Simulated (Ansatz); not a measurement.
## Energy of Ir along an even scaling of the cell

System: Ir (P6/mmm, 3 atoms in the cell).
Method: DFT, LDA (PW92), plane waves (420 eV) with PAW, scalar-relativistic, no spin polarisation (Ansatz 0.2.0).

The 6 runs differ only in the geometry, by an even scaling of the cell at fixed fractional positions.

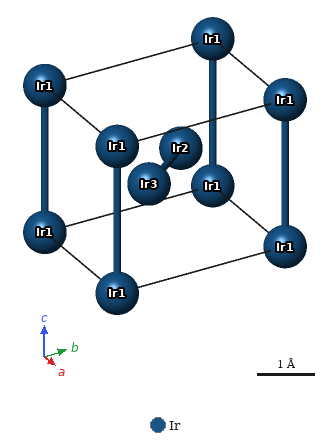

Figure 1. The structure of run 4 (ball-and-stick view of the cell of the calculation, seen slightly off an axis; atoms are numbered from 1 in the order of the input).

### Input of run 4
```yaml
crystal:
  lattice:
    - [4.3697572047, 0.0, 0.0]
    - [-2.1848786023, 3.7843207477, 0.0]
    - [0.0, 0.0, 2.6932910935]
  atoms:
    - { symbol: Ir, position: [1.0, 0.0, 0.0] }
    - { symbol: Ir, position: [0.3333333333, 0.6666666667, 0.5] }
    - { symbol: Ir, position: [0.6666666667, 0.3333333333, 0.5] }
hamiltonian:
  xc: lda
  pseudopotentials:
    kind: paw
    azcp:
      Ir: "pseudopotentials/Ir.paw.azcp"
basis:
  ecutwfc: 420
  fft_grid_basis: typed
kpoints:
  mp_grid: { grid: [10, 10, 13], shift: [0, 0, 0] }
magnetization:
  spin_polarized: false
scf:
  occupations: { method: fermi_dirac, width: 0.1 }
  lower_state_search: "off"
output:
  stress: true
```

Lattice vectors (Å) and fractional positions of run 4:
```
   4.369757    0.000000    0.000000
  -2.184879    3.784321    0.000000
   0.000000    0.000000    2.693291
Ir  1.000000  0.000000  0.000000
Ir  0.333333  0.666667  0.500000
Ir  0.666667  0.333333  0.500000
```

Run 3 differs from it as follows:
```diff
-    - [4.3697572047, 0.0, 0.0]
-    - [-2.1848786023, 3.7843207477, 0.0]
-    - [0.0, 0.0, 2.6932910935]
+    - [4.313000687, 0.0, 0.0]
+    - [-2.1565003435, 3.7351681615, 0.0]
+    - [0.0, 0.0, 2.6583093276]
```

### Results, with one run withheld

```csv
run,volume per atom (Å³),"free energy per atom, from the lowest run given (meV)",pressure (GPa)
1,13.133,101.05,38.47
2,13.704,3.89,16.92
3,14.275,?,?
4,14.846,0.00,−13.40
5,15.417,67.13,−23.84
6,15.988,167.20,−31.97
```

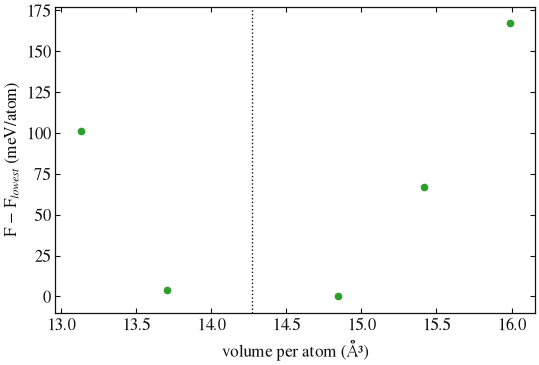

Figure 2. Free energy per atom of the runs given; the dotted line marks run 3.

Estimate the energy of run 3 from the others.

A cubic polynomial in V^(−2/3) (the Birch–Murnaghan form), fitted to the 5 runs given, misses them by at most 0.03 meV per atom. With x = V^(−2/3) − 0.16777 Å⁻², it reads F = −18.724 − 5630.2 x + 1.2755e+06 x² + 3.9859e+06 x³ (meV per atom). At run 3 it gives −24.89 meV per atom, and the run itself gives −24.94. The slope of the fit gives a pressure −dF/dV of −0.07 GPa there, and the run prints −0.06 GPa. The fit has its minimum at 14.273 Å³ per atom, where V d²F/dV² gives 375 GPa. Cell shape and fractional positions are held, so this is the stiffness under even scaling; the relaxed bulk modulus wasn't computed.

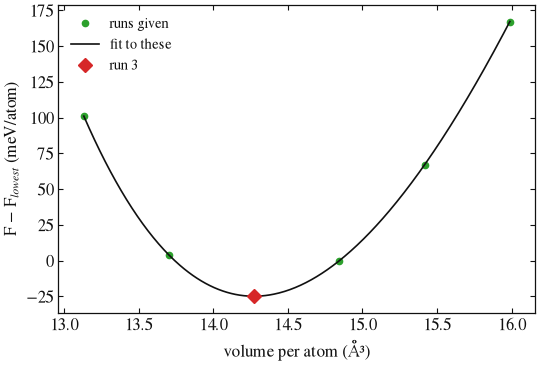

Figure 3. The fit and the withheld run.

### Output, shortened to warnings, some set-up lines, iterations and results (run 3)
```
Warning: [file] the record states the generating functional pbe (its physics header spells it `PBE`), which answers neither for hamiltonian.xc's functional nor for the lda family's — results may be inconsistent (PPs are generated against a specific XC)
Basis set: ecut = 420 eV, 867 PW (Γ)
Symmetry: 24 space group operations
k-points: 98 of 1300
Initial density: superposition of atomic densities (neutral atoms: chi_scale 0, normalization atom), corrected by the library's trained network
[...]
SCF iter   1: F=—  HF=-34989.158811 eV  |F-HF|=—  |Δ(HF+E_count)|=         —  Δρ=1.06e-2  dr2=3.34e-2  ethr=1.77e-3  ⟨swp⟩=5.1  Hψ=10379  notcnv=0
SCF iter   2: F=—  HF=-34989.159282 eV  |F-HF|=—  |Δ(HF+E_count)|=   4.71e-4  Δρ=6.63e-3  dr2=2.04e-2  ethr=6.55e-5  ⟨swp⟩=1.0  Hψ=3822  notcnv=0
SCF iter   3: F=—  HF=-34989.157649 eV  |F-HF|=—  |Δ(HF+E_count)|=   1.63e-3  Δρ=8.26e-4  dr2=3.25e-4  ethr=4.01e-5  ⟨swp⟩=1.0  Hψ=3038  notcnv=0
SCF iter   4: F=—  HF=-34989.157618 eV  |F-HF|=—  |Δ(HF+E_count)|=   3.11e-5  Δρ=3.61e-4  dr2=4.96e-5  ethr=6.37e-7  ⟨swp⟩=2.1  Hψ=4511  notcnv=0
SCF iter   5: F=—  HF=-34989.157601 eV  |F-HF|=—  |Δ(HF+E_count)|=   1.66e-5  Δρ=4.06e-5  dr2=2.97e-7  ethr=9.72e-8  ⟨swp⟩=2.6  Hψ=5108  notcnv=0
SCF iter   6: F=-34989.157601 eV  HF=-34989.157601 eV  |F-HF|=4.45e-9  |Δ(HF+E_count)|=   5.26e-8  Δρ=7.93e-6  dr2=1.11e-8  ethr=1.96e-10  ⟨swp⟩=4.0  Hψ=9894  notcnv=0
SCF 1 converged in 6 iterations: F = -34989.157601 eV  dr2 = 1.11e-8
SCF converged after 6 iterations
Free energy (F): -34989.157601 eV
Harris-Foulkes:  -34989.157601 eV  (|F-HF|=4.45e-9)
Internal energy: -34989.013465 eV  (E = F + TS)
E sigma→0 (E₀):  -34989.085533 eV
Entropy (-TS):   -0.144137 eV (-48.046 meV/atom)
Fermi energy:    25.177166 eV
--- Per-component energies (eV) ---
  E_band       = -277.056451
  E_kinetic    = 1873.067177
  E_local      = -3274.062839  (includes V_loc(G=0)·N_el)
  E_nonlocal   = 240.600634
  E_hartree    = 1249.580431
  E_xc         = -799.803067
  E_vxc        = -900.346938  (∫ρ·V_xc dr)
  E_paw        = -26860.408378  (= ΣΔE_a)
  E_vpaw       = -715.475788  (= ΣTr[D̂ρ^β])
  E_aug_tail   = 0.000157  (compensation charges beyond the density's cutoff)
  E_ewald      = -7419.222386
  E_core_change = 1.234806  (= ΣΔE_core)
  E_smearing   = -0.144137  (= −TS)
  E_closure    = -0.000000  (closes the sum)
  Σ components = -34989.157601   (vs F -34989.157601, Δ=0.00e0)
--- Stress (GPa, compression-positive) ---
        0.261166       0.000000       0.000000
        0.000000       0.261166       0.000000
        0.000000       0.000000      -0.698777
  P = ⅓ Tr σ = -0.0588 GPa (-0.588 kbar)
```

The program warns: the PAW datasets were made with another functional. Spin–orbit coupling is left out, which matters for Ir.
